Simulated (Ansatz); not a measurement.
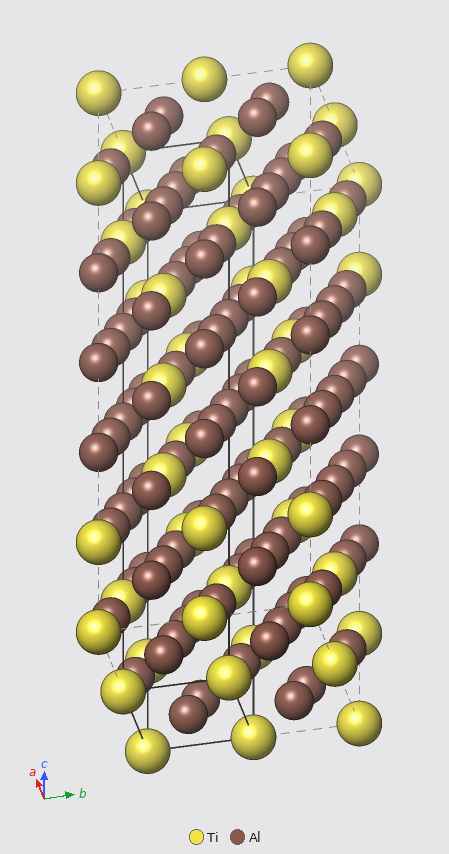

The figure gives a spheres-only picture of the atoms, viewed from a general direction. A 2×2×1 array of cells is drawn; the conventional unit cell has the solid edges.

The solid is TiAl3. The symmetry is that of I4/mmm (No. 139), on a body-centred tetragonal lattice. The cell has 24 atoms, namely 6 Ti, 18 Al. The coordination shell of Ti holds twelve Al in a cuboctahedral arrangement. The Al atoms are each bonded to eight Al and four Ti in a cuboctahedral arrangement.

The cell started as a structure listed in the Materials Project. The cell was then strained or its atoms displaced on purpose. Ansatz was used for an electronic-structure calculation on it.

At this level of theory the run's own cell isn't at rest (forces up to 1.5 eV/Å), so its distances can differ from those at equilibrium, the more so the softer the solid.
